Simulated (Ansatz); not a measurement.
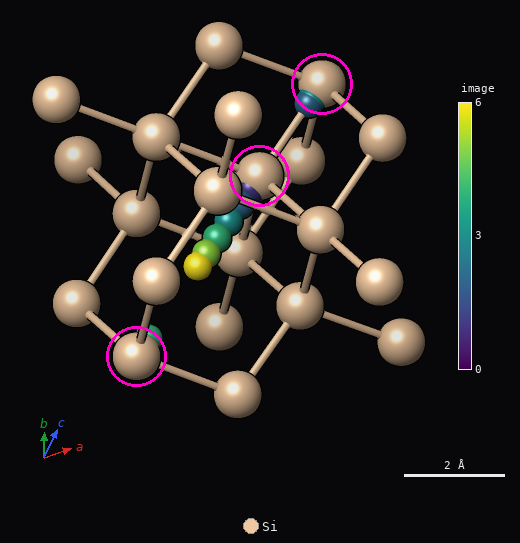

A nudged-elastic-band calculation for Si with an interstitial Si (17 atoms in the cell). Images are numbered from 0 (start) to 6 (end). The start is drawn whole; smaller spheres mark the moving atoms (Si) in the later images, joined by lines and coloured by the number of the image. The picture is a ball-and-stick view of the atoms within 4.8 Å of the middle of the path, seen from a free direction. The atoms that move most are ringed. Bonds to atoms that aren't drawn are left out.

Level of theory: DFT PBE, scalar-relativistic, plane waves, PAW in Ansatz. Set-up: plane-wave cutoff 420 eV; k-point mesh 2 × 2 × 2; Fermi-Dirac smearing 0.02 eV; 5 movable images; climbing image; force threshold 0.03 eV/Å; iteration limit 62; starting path by straight interpolation.

**Describe the path and its energy.**

A Si atom travels furthest, 2.35 Å from end to end, along [−1 −1 −1], on a straight line. At the highest image its nearest neighbour (Si) is 2.40 Å away, against 2.39 Å at the start, and the surrounding atoms stand up to 0.41 Å off the mean of their end positions. Breaking: Si–Si (2.39 → 4.71 Å). Forming: Si–Si (4.70 → 2.39 Å). The barrier is about 0.31 eV in both directions, with image 3 at the top; the ends have the same energy. The band converged in 6 iterations, with a climbing image at the top.

Limits of the set-up: the periodic images lie only 7.7 Å apart, so the values are limited by the cell's size.

PAW datasets: the set soft_1.
